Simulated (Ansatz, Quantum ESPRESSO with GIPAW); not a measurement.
# From 29Si NMR to local structure in SiC

A crystal of composition SiC (one database entry, not always the ambient form) has the 29Si spectrum and parameters below, calculated by GIPAW (PBEsol; shifts against TMS, scatter of the reference line 4 ppm; spans on the shift scale).

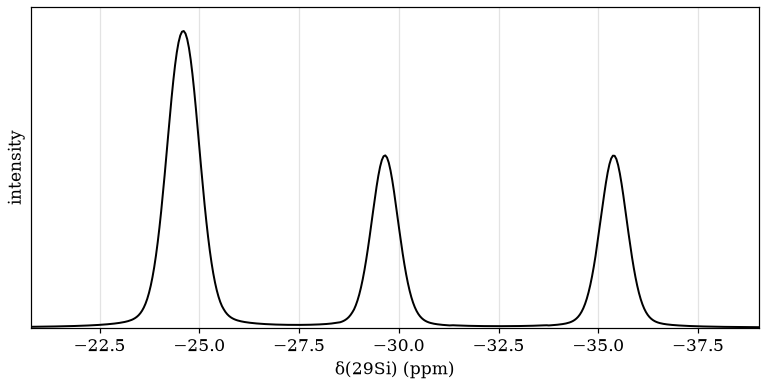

Simulated spectrum: 29Si MAS at 8 kHz, 7.05 T (59.7 MHz), lines broadened by 0.8 ppm; rigid lattice, with dipolar and J couplings left out. Lines over 1.5 % of the strongest (ppm: area): -24.6: 1.00, -29.7: 0.50, -35.4: 0.50.

```
line  δ_iso (ppm)  relative area  span (ppm)   skew
   A        -24.4              1         2.2   1.00
   B        -24.8              1         2.8   1.00
   C        -29.7              1        11.7  -1.00
   D        -35.4              1         4.4   1.00
```

Q: What surrounds each Si site, and how symmetric is it?

A, B, C and D: skew ±1 point to an axis of order three or more.  The structure behind these values (space group P6_3mc; other structures could give like values):

```
line  surroundings  neighbours     bonds (Å)  site symmetry
   A          SiC4           4         1.886             3m
   B          SiC4           4         1.887             3m
   C          SiC4           4  1.89 to 1.89             3m
   D          SiC4           4         1.886             3m
```

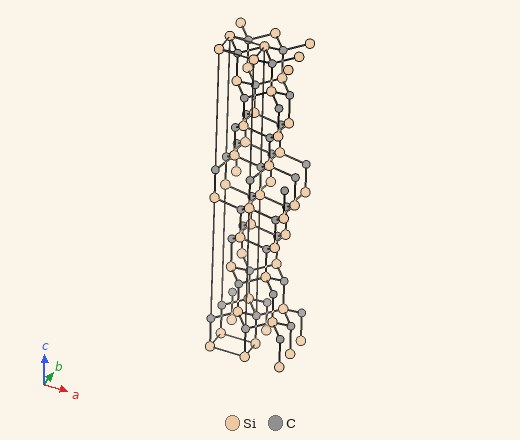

The structure (silicon light orange, carbon grey). Bonds to atoms that aren't drawn are left out. 2×2×1 cells are drawn. Some periodic images of atoms are drawn too.

[Banner, clock, file and message-heading lines were taken out of the pw.x and gipaw.x logs.]

[Logs are printed without paths, hosts, clocks, repeated set-up lines and the standing remarks that a program may print on its own settings, such as how far it seeks lower states.]

[Hosts, paths, dates, database ids (printed as entryN), source tags and the programs' standing remarks are cut or masked in the printed files.]
